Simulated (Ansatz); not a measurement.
# Run report: Si, geometry relaxation (part 2 of 2)

Si (Ia-3, 8 atoms in the cell); DFT r2SCAN, scalar-relativistic, plane waves, PAW, no spin polarisation (Ansatz 0.2.0); cutoff 500 eV, 8×8×8 k-mesh, Gaussian smearing of 0.1 eV. The structure derives from an entry of the Crystallography Open Database.

Geometry of the input (Å; fractional positions):
```
-3.3109  3.3109  3.3109
3.3109  -3.3109  3.3109
3.3109  3.3109  -3.3109
Si 0.2060  0.2060  0.2060
Si 0.5000  0.0000  0.2940
Si 0.2940  0.5000  -0.0000
Si -0.0000  0.2940  0.5000
Si 0.7940  0.7940  0.7940
Si 0.5000  0.0000  0.7060
Si 0.7060  0.5000  -0.0000
Si -0.0000  0.7060  0.5000
```

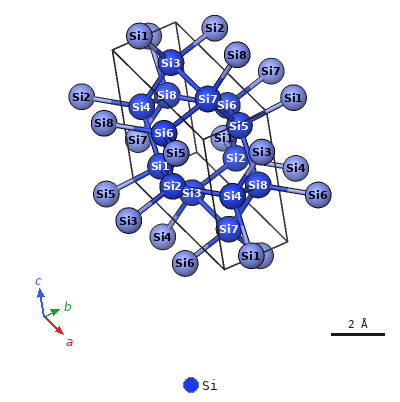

Figure 1. The geometry at step 2 of the log (ball-and-stick view of the cell of the calculation, seen slightly off an axis; neighbours outside the cell are drawn fainter; atoms are numbered from 1 in the order of the input).

Output, continued:
```
SCF iter   1: F=—  HF=-5111.043896 eV  |F-HF|=—  |Δ(HF+E_count)|=         —  Δρ=2.51e-4  dr2=1.14e-4  dr2_τ=1.11e-5  ethr=3.14e-7  ⟨swp⟩=2.3  Hψ=4779  notcnv=0
preconditioner: auto → Resta (q_TF=auto, 2.116 Å⁻¹)  ε∞=5.4  [insulator: Δε(μ)=0.192 eV  Ē_g=8.257 eV  σ=0.100 eV  W_gap=0.78  n_scr=18 (ndim 8)  ℏωp=17.3 eV  f_vac=0.000  D(μ)=0.26/eV (n_scr^D=0)  ε∞_Penn≈5.4]
SCF iter   2: F=—  HF=-5111.043912 eV  |F-HF|=—  |Δ(HF+E_count)|=   1.55e-5  Δρ=1.40e-4  dr2=3.12e-5  dr2_τ=5.94e-8  ethr=3.14e-7  ⟨swp⟩=2.0  Hψ=1339  notcnv=0
SCF iter   3: F=—  HF=-5111.043927 eV  |F-HF|=—  |Δ(HF+E_count)|=   1.54e-5  Δρ=1.34e-5  dr2=2.27e-7  dr2_τ=3.19e-9  ethr=9.76e-8  ⟨swp⟩=2.9  Hψ=1394  notcnv=0
SCF iter   4: F=-5111.043928 eV  HF=-5111.043928 eV  |F-HF|=1.03e-8  |Δ(HF+E_count)|=   2.16e-7  Δρ=3.68e-6  dr2=1.83e-8  dr2_τ=1.79e-10  ethr=1.32e-10  ⟨swp⟩=9.7  Hψ=5873  notcnv=0
SCF 4 converged in 4 iterations: F = -5111.043928 eV  dr2 = 1.83e-8
  greatest PAW one-centre occupation: 0.648 electrons in one spin orbital (limit 2), on the Si atom at site 6 (counted from 0), in its partial waves of l = 0
relax step   4: F+E_penalty+E_count = -5111.04392758 eV  Δ(F+E_penalty+E_count) = -4.026e-4 eV  max|allowed force component| = 1.833e-3 eV/Å  Δτ_max = 0.0024 Å  P = -0.076 GPa  Ω = 147.005 Å³  energy of the carried Pulay correction = -9.237e-5 eV  (4 SCF iters, dr2 threshold 4.23e-8 eV, accepted)
Crystal: 8 atoms, lattice volume = 146.856 Å³
iter 1 solved again at ethr=1.18e-8 eV; its pass at ethr=3.10e-3 eV (dr2=3.77e-6 eV) is discarded
SCF iter   1: F=—  HF=-5111.043944 eV  |F-HF|=—  |Δ(HF+E_count)|=         —  Δρ=4.92e-5  dr2=4.05e-6  dr2_τ=1.26e-6  ethr=1.18e-8  ⟨swp⟩=2.1  Hψ=4880  notcnv=0
preconditioner: auto → Resta (q_TF=auto, 2.116 Å⁻¹)  ε∞=5.4  [insulator: Δε(μ)=0.193 eV  Ē_g=8.262 eV  σ=0.100 eV  W_gap=0.78  n_scr=18 (ndim 8)  ℏωp=17.3 eV  f_vac=0.000  D(μ)=0.26/eV (n_scr^D=0)  ε∞_Penn≈5.4]
SCF iter   2: F=—  HF=-5111.043958 eV  |F-HF|=—  |Δ(HF+E_count)|=   1.40e-5  Δρ=3.57e-5  dr2=2.25e-6  dr2_τ=6.20e-9  ethr=1.18e-8  ⟨swp⟩=2.0  Hψ=1397  notcnv=0
SCF iter   3: F=—  HF=-5111.043958 eV  |F-HF|=—  |Δ(HF+E_count)|=   1.35e-7  Δρ=1.21e-5  dr2=2.44e-7  dr2_τ=2.36e-9  ethr=7.04e-9  ⟨swp⟩=2.3  Hψ=1318  notcnv=0
SCF iter   4: F=-5111.043958 eV  HF=-5111.043958 eV  |F-HF|=6.18e-10  |Δ(HF+E_count)|=   2.37e-8  Δρ=1.79e-6  dr2=3.77e-9  dr2_τ=3.51e-11  ethr=4.52e-11  ⟨swp⟩=6.1  Hψ=5168  notcnv=0
SCF 5 converged in 4 iterations: F = -5111.043958 eV  dr2 = 3.77e-9
relax step   5: F+E_penalty+E_count = -5111.04395782 eV  Δ(F+E_penalty+E_count) = -3.024e-5 eV  max|allowed force component| = 3.927e-4 eV/Å  Δτ_max = 0.0001 Å  P = +0.023 GPa  Ω = 146.856 Å³  energy of the carried Pulay correction = -8.488e-5 eV  (4 SCF iters, dr2 threshold 1.45e-8 eV, accepted)
Initial wavefunctions: pseudopotential atomic-orbital guess (no wavefunctions were taken with the density)
iter 1 solved again at ethr=7.87e-8 eV; its pass at ethr=3.10e-3 eV (dr2=2.52e-5 eV) is discarded
SCF iter   1: F=—  HF=-5111.044014 eV  |F-HF|=—  |Δ(HF+E_count)|=         —  Δρ=5.03e-6  dr2=6.64e-9  dr2_τ=4.74e-9  ethr=7.87e-8  ⟨swp⟩=3.1  Hψ=7306  notcnv=0
eigensolver tolerance schedule: the retry pair's looser diagonalisation over-reported the residual by 3789.96 of it (diagonalisation noise at 0.11 of the residual, at the tolerance the schedule requests for it); recorded, not acted on — ethr = c·dr2/N_el stays at c = 1.0e-1
SCF iter   2: F=—  HF=-5111.044040 eV  |F-HF|=—  |Δ(HF+E_count)|=   2.59e-5  Δρ=2.61e-6  dr2=1.50e-9  dr2_τ=2.97e-10  ethr=2.08e-11  ⟨swp⟩=2.8  Hψ=1609  notcnv=0
SCF iter   3: F=-5111.044040 eV  HF=-5111.044040 eV  |F-HF|=1.29e-10  |Δ(HF+E_count)|=   2.22e-8  Δρ=2.44e-7  dr2=2.95e-11  dr2_τ=2.37e-12  ethr=1.00e-12  ⟨swp⟩=6.7  Hψ=5159  notcnv=0
SCF 6 converged in 3 iterations: F = -5111.044040 eV  dr2 = 2.95e-11
relax step   6: F+E_penalty+E_count = -5111.04403973 eV  Δ(F+E_penalty+E_count) = -8.191e-5 eV  max|allowed force component| = 3.974e-4 eV/Å  Δτ_max = 0.0000 Å  P = +0.022 GPa  Ω = 146.856 Å³  stress off target by 2.20e-2 GPa  SCF on the basis re-selected at this cell (its energy is not comparable with the rows above)  (3 SCF iters)
basis re-selected at this cell: Δ(F+E_penalty+E_count) = -8.191e-5 eV, ΔP = -0.001 GPa vs the last step (what re-selecting the basis moved, of the pressure what is left beyond the Pulay correction that the steps carried, after the strain that the cell walked since its last selection, with what the two solves' SCF thresholds leave and, on support functions, any second-order correction that the steps lacked; it is no measure of the basis error at this ecutwfc). This SCF's stress stands 2.20e-2 GPa from its target on what of the cell is left free (relax.cell.stress_tol is 5.00e-2 GPa) and its largest allowed force component is 3.97e-4 eV/Å (relax.f_tol is 5.00e-3 eV/Å): within both
SCF converged after 3 iterations
Free energy (F): -5111.044040 eV
Harris-Foulkes:  -5111.044040 eV  (|F-HF|=1.29e-10)
Internal energy: -5111.042732 eV  (E = F + TS)
E sigma→0 (E₀):  -5111.043386 eV
Entropy (-TS):   -0.001308 eV (-0.163 meV/atom)
Fermi energy:    7.528176 eV
--- Per-component energies (eV) ---
  E_band       = 58.823284
  E_kinetic    = 323.796731
  E_local      = -139.804857  (includes V_loc(G=0)·N_el)
  E_nonlocal   = 199.177029
  E_hartree    = 38.950659
  E_xc         = -412.438898
  E_vxc        = -398.386192  (∫ρ·V_xc dr)
  E_paw        = -4155.407751  (= ΣΔE_a)
  E_vpaw       = -19.321300  (= ΣTr[D̂ρ^β])
  E_aug_tail   = 0.000037  (compensation charges beyond the density's cutoff)
  E_vtau       = 15.460513  (kinetic-family band-sum trace: ∫τ·v_τ [+ j·A + Jᵃ·Aᵃ] dr)
  E_ewald      = -964.704217
  E_core_change = -0.611464  (= ΣΔE_core)
  E_smearing   = -0.001308  (= −TS)
  E_closure    = 0.000000  (closes the sum)
  Σ components = -5111.044040   (vs F -5111.044040, Δ=0.00e0)
--- Forces (eV/Å), atoms counted from 1 ---
  atom   1  Si    -0.00039742    -0.00039742    -0.00039742
  atom   2  Si     0.00039742     0.00039742    -0.00039742
  atom   3  Si    -0.00039742     0.00039742     0.00039742
  atom   4  Si     0.00039742    -0.00039742     0.00039742
  atom   5  Si     0.00039742     0.00039742     0.00039742
  atom   6  Si    -0.00039742    -0.00039742     0.00039742
  atom   7  Si     0.00039742    -0.00039742    -0.00039742
  atom   8  Si    -0.00039742     0.00039742    -0.00039742
  max |Σ_I F_I| component: 4.39e-17 eV/Å
--- Stress (GPa, compression-positive) ---
        0.022015       0.000000       0.000000
        0.000000       0.022015      -0.000000
        0.000000       0.000000       0.022015
  P = ⅓ Tr σ = 0.0220 GPa (0.220 kbar)
--- Band table (eV; the first three rows and the last of 35) ---
  k-point 0: bands = ["-5.8041", "-1.2292", "-0.9137", "-0.9137", "-0.9137", "0.7732", "0.7732", "0.7732", "2.3020", "2.3020", "3.2848", "3.2848", "3.2848", "5.9451", "5.9451", "6.5342", "9.3629", "9.3629", "9.3629", "11.4390", "11.4390", "11.4390", "13.2528", "13.2528"]
  k-point 1: bands = ["-5.7039", "-1.6096", "-1.2847", "-1.1436", "-0.6723", "0.6214", "0.9561", "1.1597", "2.1851", "2.4946", "3.5653", "3.6495", "3.8243", "5.4990", "5.6966", "6.3364", "9.4352", "9.8109", "9.9268", "10.6897", "10.7797", "11.0832", "12.7339", "13.1804"]
  k-point 2: bands = ["-5.4049", "-2.4597", "-1.6776", "-1.5199", "-0.4335", "0.3197", "1.3060", "1.9532", "2.1673", "3.0741", "4.0939", "4.4167", "4.7129", "4.9708", "4.9964", "6.3408", "9.1229", "9.2499", "9.6793", "10.5192", "10.9055", "11.0238", "11.2829", "12.2214"]
  k-point 34: bands = ["-3.3005", "-3.3005", "-3.3005", "-1.7418", "-1.7418", "-1.7418", "2.0071", "3.6483", "3.6483", "3.6483", "4.7785", "4.7785", "4.7785", "7.0895", "7.5908", "7.5908", "7.5908", "10.5774", "10.6821", "10.6821", "10.6821", "10.7336", "10.7336", "10.7336"]
--- Relaxed structure (5 steps of the walk, 5 accepted, 1 SCFs on fresh bases) ---
  F+E_penalty+E_count = -5111.04403973 eV   max|allowed force component| = 3.974e-4 eV/Å   (the final SCF, on the basis selected at the relaxed cell)
  cell:  # Å, volume = 146.8561 Å³
    - [-3.323614546280232, 3.323614546280232, 3.323614546280232]
    - [3.323614546280232, -3.323614546280232, 3.323614546280232]
    - [3.323614546280232, 3.323614546280232, -3.323614546280232]
  atoms:
    - { symbol: Si, position: [0.20139965169404642, 0.20139965169404642, 0.20139965169404642] }
    - { symbol: Si, position: [0.5, 0.0, 0.2986003483059535] }
    - { symbol: Si, position: [0.2986003483059535, 0.5, 0.0] }
    - { symbol: Si, position: [0.0, 0.2986003483059535, 0.5] }
    - { symbol: Si, position: [0.7986003483059536, 0.7986003483059536, 0.7986003483059536] }
    - { symbol: Si, position: [0.4999999999999999, 0.0, 0.7013996516940463] }
    - { symbol: Si, position: [0.7013996516940463, 0.4999999999999999, 0.0] }
    - { symbol: Si, position: [0.0, 0.7013996516940463, 0.4999999999999999] }
```

Trajectory as extended XYZ (Å, eV, eV/Å), 6 frames, from step=1 to step=6:
```
8
Lattice="-3.3109 3.3109 3.3109 3.3109 -3.3109 3.3109 3.3109 3.3109 -3.3109" Properties=species:S:1:pos:R:3:forces:R:3 step=1 energy=-5111.00302 pressure_GPa=0.16
Si    0.6820    0.6820    0.6820   -0.2062  -0.2062  -0.2062
Si   -0.6820    2.6289    0.6820    0.2062   0.2062  -0.2062
Si    0.6820   -0.6820    2.6289   -0.2062   0.2062   0.2062
Si    2.6289    0.6820   -0.6820    0.2062  -0.2062   0.2062
Si    2.6289    2.6289    2.6289    0.2062   0.2062   0.2062
Si    0.6820    3.9929   -0.6820   -0.2062  -0.2062   0.2062
Si   -0.6820    0.6820    3.9929    0.2062  -0.2062  -0.2062
Si    3.9929   -0.6820    0.6820   -0.2062   0.2062  -0.2062
8
Lattice="-3.3183 3.3183 3.3183 3.3183 -3.3183 3.3183 3.3183 3.3183 -3.3183" Properties=species:S:1:pos:R:3:forces:R:3 step=2 energy=-5111.03573 pressure_GPa=0.05
Si    0.6749    0.6749    0.6749   -0.0995  -0.0995  -0.0995
Si   -0.6749    2.6434    0.6749    0.0995   0.0995  -0.0995
Si    0.6749   -0.6749    2.6434   -0.0995   0.0995   0.0995
Si    2.6434    0.6749   -0.6749    0.0995  -0.0995   0.0995
Si    2.6434    2.6434    2.6434    0.0995   0.0995   0.0995
Si    0.6749    3.9932   -0.6749   -0.0995  -0.0995   0.0995
Si   -0.6749    0.6749    3.9932    0.0995  -0.0995  -0.0995
Si    3.9932   -0.6749    0.6749   -0.0995   0.0995  -0.0995
8
Lattice="-3.3240 3.3240 3.3240 3.3240 -3.3240 3.3240 3.3240 3.3240 -3.3240" Properties=species:S:1:pos:R:3:forces:R:3 step=3 energy=-5111.04353 pressure_GPa=0.09
Si    0.6680    0.6680    0.6680    0.0260   0.0260   0.0260
Si   -0.6680    2.6560    0.6680   -0.0260  -0.0260   0.0260
Si    0.6680   -0.6680    2.6560    0.0260  -0.0260  -0.0260
Si    2.6560    0.6680   -0.6680   -0.0260   0.0260  -0.0260
Si    2.6560    2.6560    2.6560   -0.0260  -0.0260  -0.0260
Si    0.6680    3.9920   -0.6680    0.0260   0.0260  -0.0260
Si   -0.6680    0.6680    3.9920   -0.0260   0.0260   0.0260
Si    3.9920   -0.6680    0.6680    0.0260  -0.0260   0.0260
8
Lattice="-3.3247 3.3247 3.3247 3.3247 -3.3247 3.3247 3.3247 3.3247 -3.3247" Properties=species:S:1:pos:R:3:forces:R:3 step=4 energy=-5111.04393 pressure_GPa=-0.08
Si    0.6695    0.6695    0.6695   -0.0018  -0.0018  -0.0018
Si   -0.6695    2.6552    0.6695    0.0018   0.0018  -0.0018
Si    0.6695   -0.6695    2.6552   -0.0018   0.0018   0.0018
Si    2.6552    0.6695   -0.6695    0.0018  -0.0018   0.0018
Si    2.6552    2.6552    2.6552    0.0018   0.0018   0.0018
Si    0.6695    3.9943   -0.6695   -0.0018  -0.0018   0.0018
Si   -0.6695    0.6695    3.9943    0.0018  -0.0018  -0.0018
Si    3.9943   -0.6695    0.6695   -0.0018   0.0018  -0.0018
8
Lattice="-3.3236 3.3236 3.3236 3.3236 -3.3236 3.3236 3.3236 3.3236 -3.3236" Properties=species:S:1:pos:R:3:forces:R:3 step=5 energy=-5111.04396 pressure_GPa=0.02
Si    0.6694    0.6694    0.6694   -0.0004  -0.0004  -0.0004
Si   -0.6694    2.6542    0.6694    0.0004   0.0004  -0.0004
Si    0.6694   -0.6694    2.6542   -0.0004   0.0004   0.0004
Si    2.6542    0.6694   -0.6694    0.0004  -0.0004   0.0004
Si    2.6542    2.6542    2.6542    0.0004   0.0004   0.0004
Si    0.6694    3.9930   -0.6694   -0.0004  -0.0004   0.0004
Si   -0.6694    0.6694    3.9930    0.0004  -0.0004  -0.0004
Si    3.9930   -0.6694    0.6694   -0.0004   0.0004  -0.0004
8
Lattice="-3.3236 3.3236 3.3236 3.3236 -3.3236 3.3236 3.3236 3.3236 -3.3236" Properties=species:S:1:pos:R:3:forces:R:3 step=6 energy=-5111.04404 pressure_GPa=0.02
Si    0.6694    0.6694    0.6694   -0.0004  -0.0004  -0.0004
Si   -0.6694    2.6542    0.6694    0.0004   0.0004  -0.0004
Si    0.6694   -0.6694    2.6542   -0.0004   0.0004   0.0004
Si    2.6542    0.6694   -0.6694    0.0004  -0.0004   0.0004
Si    2.6542    2.6542    2.6542    0.0004   0.0004   0.0004
Si    0.6694    3.9930   -0.6694   -0.0004  -0.0004   0.0004
Si   -0.6694    0.6694    3.9930    0.0004  -0.0004  -0.0004
Si    3.9930   -0.6694    0.6694   -0.0004   0.0004  -0.0004
```

Results in brief:

```csv
quantity,value
outcome,converged
space group (tolerance 0.01 Å),Ia-3 (206)
electrons treated,32
free energy,−5111.0440 eV
Fermi energy,7.528 eV
gap on the k-point mesh,none (metallic)
pressure,0.02 GPa
final volume,146.86 Å³
largest force (length of the vector) at the end,0.001 eV/Å
final cell,"a = 5.757 Å, b = 5.757 Å, c = 5.757 Å, α = 109.47°, β = 109.47°, γ = 109.47°"
hardware,"2 threads of Intel Xeon (Granite Rapids), 32 GiB of memory available, shared host"
wall time,23 s (CPU time 45 s)
peak memory,0.93 GiB
```
